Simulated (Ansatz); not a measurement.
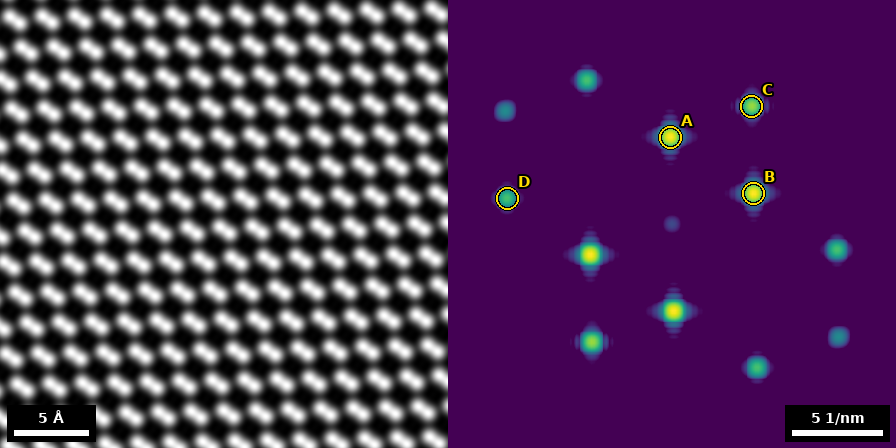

HRTEM-like image of a crystal. Simulated in the weak-phase-object approximation with neutral-atom potentials: 200 kV, Cs = −20 µm, defocus +85 Å (negative is underfocus), defocus spread 15 Å, aperture 1.14 1/Å.

The right panel is the modulus of the image's Fourier transform on a logarithmic scale.

Q: Which lattice spacings do the marked spots stand for, and what angle do A and B enclose?

A: 2.0 Å, B: 2.0 Å, C: 1.3 Å, D: 1.1 Å; A and B enclose about 71°.

The crystal is C (Fd-3m, No. 227) along [110]; the spots are (1 -1 -1), (1 -1 1), (2 -2 0) and (-1 1 -3). Structure used: the geometry given to an electronic-structure calculation, possibly off equilibrium; the starting structure was generated, so it need not be a known form of this composition.
